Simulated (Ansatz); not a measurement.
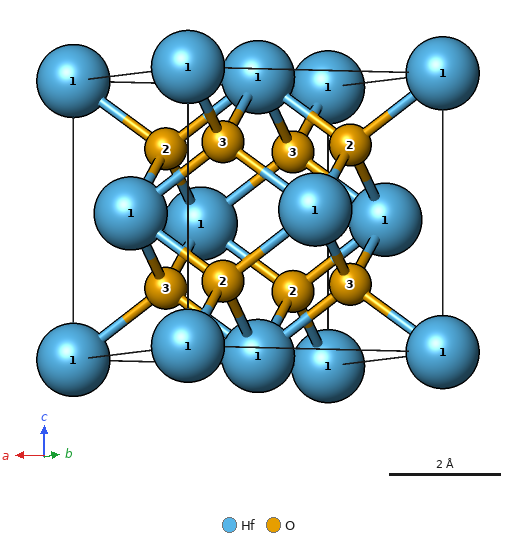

Fig. 1: The structure (ball-and-stick view of the cell 4 times as large as that of the calculation, set on its symmetry axes, seen at an oblique angle; atoms are numbered from 1 in the order of the input). An atom can appear more than once, as a periodic image. Near neighbours in the periodic cell (some may lie outside the picture): Hf has 8 O at 2.19 Å; O has 4 Hf at 2.19 Å.

**HfO2: single-point calculation**

The run: single-point calculation of HfO2 (3 atoms in the cell). Method and program: DFT, PBEsol, plane waves, PAW, no spin polarisation (Ansatz 0.2.0).

The structure was built on a prototype by a generator. The geometry comes from this level: r2SCAN. It belongs to a series of runs on one base structure; here: scf.occupations = fermi_dirac 0.5. Figures and captions count atoms from 1; the log counts them from 0 in places.

## Input file
```yaml
crystal:
  lattice:
    - [0.0, 2.5291823194, 2.5291823194]
    - [2.5291823194, 0.0, 2.5291823194]
    - [2.5291823194, 2.5291823194, 0.0]
  atoms:
    - { symbol: Hf, position: [0.0, 0.0, 0.0] }
    - { symbol: O, position: [0.25, 0.25, 0.25] }
    - { symbol: O, position: [0.75, 0.75, 0.75] }
kpoints:
  mp_grid: { grid: [6, 6, 6] }
hamiltonian:
  xc: pbesol
scf:
  occupations: { method: fermi_dirac, width: 0.5 }
  n_extra_bands: 4
output:
  forces: true
  stress: true
  eigenvalues: true
```

Command:
```bash
ansatz run input.yaml --threads 4 --pin off --max-ram 3686MiB --backend cpu --events-out ev --progress --plain --runs-dir out
```

## The program's output
```
scf.n_extra_bands = 4 over 19 filled bands (N_el = 38.0): the run solves 23 bands
Engine: ansatz 0.2.0, aarch64-unknown-linux-gnu
Pseudopotentials: kind: paw
Pseudopotential: Hf, paw, valence charge 26, recommended cutoff 420 eV (normal), Hf.paw.azcp
Pseudopotential: O, paw, valence charge 6, recommended cutoff 420 eV (normal), O.paw.azcp
Functional definition: PBEsol
  exchange = pbesol_x
  correlation = pbesol_c
Crystal: 3 atoms, lattice volume = 32.357 Å³
Basis set: ecut = 420 eV, 609 PW (Γ), exchange–correlation on 48×48×48 points (8 copies of the dense FFT grid, shifted against one another)
Bands: 23, of which v1, the nominal top of the filled ones, is band 19 counted from 1 (18 counted from 0)
Symmetry: 48 space group operations
Space group: Fm-3m (ITA 225), of the structure as read, at distance tolerance 3.2e-5 Å
k-points: 16 of 216
Non-local potential: Hf, projectors of the file, l = 0: 3, l = 1: 2, l = 2: 2, l = 3: 3
Non-local potential: O, projectors of the file, l = 0: 2, l = 1: 2, l = 2: 1
PAW form: soft (Blöchl's): semilocal exchange-correlation on the pseudo side does not see the compensation charge
PAW frozen core: Hf, regenerated for the run's functional, and the local potential with it (the file was generated under x = pbe(κ = 0.804, μ = 0.2195149727645171), c = pbe(β = 0.06672455060314922))
PAW frozen core: O, regenerated for the run's functional, and the local potential with it (the file was generated under x = pbe(κ = 0.804, μ = 0.2195149727645171), c = pbe(β = 0.06672455060314922))
PAW one-centre angular grid: Hf, 590 points (default); XC on 64 Gauss nodes
PAW one-centre angular grid: O, 110 points (default); XC on 64 Gauss nodes
Initial density: superposition of atomic densities (neutral atoms: chi_scale 0, normalization atom), corrected by the library's trained network
Initial wavefunctions: pseudopotential atomic-orbital guess
Functional: x = pbesol(κ = 0.804, μ = 0.12345679012345678), c = pbesol(β = 0.046)
SCF iter   1: F=—  HF=-16725.109798 eV  |F-HF|=—  |Δ(HF+E_count)|=         —  Δρ=1.82e-2  dr2=8.83e-2  ethr=1.77e-3  ⟨swp⟩=4.8  Hψ=1264  notcnv=0
preconditioner: auto → none  [insulator: Δε(μ)=3.471 eV  Ē_g=18.161 eV  σ=0.500 eV  W_gap=0.94  n_scr=14 (ndim 8)  ℏωp=39.2 eV  f_vac=0.062  D(μ)=0.08/eV (n_scr^D=0)  ε∞_Penn≈5.7]
SCF iter   2: F=—  HF=-16725.097786 eV  |F-HF|=—  |Δ(HF+E_count)|=   1.20e-2  Δρ=1.20e-2  dr2=3.79e-2  ethr=2.32e-4  ⟨swp⟩=2.0  Hψ=733  notcnv=0
SCF iter   3: F=—  HF=-16725.087552 eV  |F-HF|=—  |Δ(HF+E_count)|=   1.02e-2  Δρ=1.29e-3  dr2=2.25e-4  ethr=9.98e-5  ⟨swp⟩=2.0  Hψ=584  notcnv=0
SCF iter   4: F=—  HF=-16725.087659 eV  |F-HF|=—  |Δ(HF+E_count)|=   1.07e-4  Δρ=5.50e-4  dr2=2.88e-5  ethr=5.93e-7  ⟨swp⟩=2.1  Hψ=655  notcnv=0
SCF iter   5: F=—  HF=-16725.087646 eV  |F-HF|=—  |Δ(HF+E_count)|=   1.24e-5  Δρ=1.11e-4  dr2=1.24e-6  ethr=7.59e-8  ⟨swp⟩=2.2  Hψ=647  notcnv=0
SCF iter   6: F=-16725.087648 eV  HF=-16725.087648 eV  |F-HF|=4.30e-9  |Δ(HF+E_count)|=   1.92e-6  Δρ=1.05e-5  dr2=1.95e-8  ethr=2.63e-10  ⟨swp⟩=6.1  Hψ=1789  notcnv=0
SCF 1 converged in 6 iterations: F = -16725.087648 eV  dr2 = 1.95e-8
  greatest PAW one-centre occupation: 0.999 electrons in one spin orbital (limit 2), on the Hf atom at site 0 (counted from 0), in its partial waves of l = 3
```

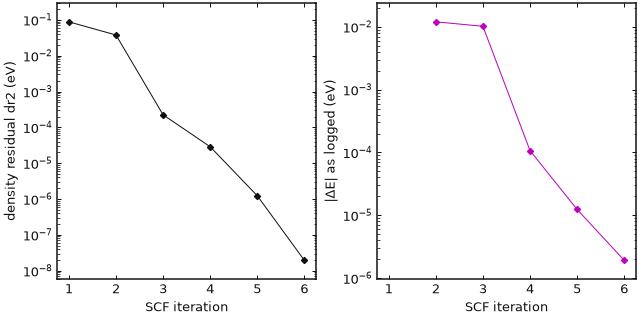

Fig. 2: Convergence of the self-consistent field: density residual dr2 and size of the energy change against the SCF iteration. The residual falls at every step.

```
SCF converged after 6 iterations
Free energy (F): -16725.087648 eV
Harris-Foulkes:  -16725.087648 eV  (|F-HF|=4.30e-9)
Internal energy: -16724.986851 eV  (E = F + TS)
E sigma→0 (E₀):  -16725.037250 eV
Entropy (-TS):   -0.100797 eV (-33.599 meV/atom)
Fermi energy:    17.825600 eV
--- Per-component energies (eV) ---
  E_band       = 54.738663
  E_kinetic    = 771.141236
  E_local      = -5719.556860  (includes V_loc(G=0)·N_el)
  E_nonlocal   = -1140.962015
  E_hartree    = 2622.673160
  E_xc         = -443.501801
  E_vxc        = -453.231770  (∫ρ·V_xc dr)
  E_paw        = -7110.828898  (= ΣΔE_a)
  E_vpaw       = 1352.007299  (= ΣTr[D̂ρ^β])
  E_aug_tail   = 0.004983  (compensation charges beyond the density's cutoff)
  E_ewald      = -5705.278322
  E_core_change = 1.321667  (= ΣΔE_core)
  E_smearing   = -0.100797  (= −TS)
  E_closure    = 0.000000  (closes the sum)
  Σ components = -16725.087648   (vs F -16725.087648, Δ=0.00e0)
--- Forces (eV/Å), atoms counted from 1 ---
  atom   1  Hf    -0.00000000    -0.00000000    -0.00000000
  atom   2  O      0.00000000     0.00000000     0.00000000
  atom   3  O      0.00000000    -0.00000000     0.00000000
  max |Σ_I F_I| component: 4.05e-18 eV/Å
--- Stress (GPa, compression-positive) ---
       -1.933097      -0.000000      -0.000000
        0.000000      -1.933097       0.000000
       -0.000000      -0.000000      -1.933097
  P = ⅓ Tr σ = -1.9331 GPa (-19.331 kbar)
--- Band table (eV; the first three rows and the last of 16) ---
  k-point 0: bands = ["-44.8805", "-13.4367", "-13.4367", "-13.4367", "-2.7402", "0.2027", "5.2221", "5.2221", "5.2221", "5.2911", "5.2911", "5.2911", "5.5061", "10.5430", "10.5430", "10.5430", "15.4044", "15.4044", "15.4044", "19.8450", "19.8450", "21.6879", "26.5540"]
  k-point 1: bands = ["-44.8767", "-13.5607", "-13.4503", "-13.4503", "-2.3759", "-0.0426", "5.2278", "5.2278", "5.2293", "5.2809", "5.2809", "5.2914", "5.4270", "10.8114", "10.8114", "11.2916", "14.6376", "14.9271", "14.9271", "20.3144", "20.3144", "22.6374", "25.4660"]
  k-point 2: bands = ["-44.8693", "-13.7937", "-13.4771", "-13.4771", "-1.7041", "-0.3810", "5.2339", "5.2339", "5.2501", "5.2690", "5.2690", "5.2919", "5.3299", "11.3461", "11.3461", "12.6602", "13.4292", "14.3170", "14.3170", "20.6858", "20.6858", "22.8296", "25.5285"]
  k-point 15: bands = ["-44.8606", "-13.8431", "-13.6629", "-13.5715", "-0.8467", "-0.6305", "5.2457", "5.2502", "5.2524", "5.2573", "5.2594", "5.2714", "5.2953", "10.0111", "11.5372", "12.9380", "13.8905", "14.5232", "15.8768", "20.4189", "21.3587", "22.8785", "23.5498"]
```

## Summary

| quantity | value |
| --- | --- |
| outcome | converged |
| space group (tolerance 0.01 Å) | Fm-3m (225) |
| electrons treated | 38 |
| free energy | −16725.0876 eV |
| Fermi energy | 17.826 eV |
| band gap | 3.69 eV |
| pressure | −1.93 GPa |
| largest force (length of the vector) | under 0.001 eV/Å |
| hardware | 4 threads of Arm Neoverse V1, 112 GiB of memory available, shared host |
| wall time | 0.6 s (CPU time 1.3 s) |
| peak memory | 0.29 GiB |

## Remarks

Settings chosen away from the usual ones: scf.occupations = fermi_dirac 0.5. Spin–orbit coupling is left out, which matters for Hf.
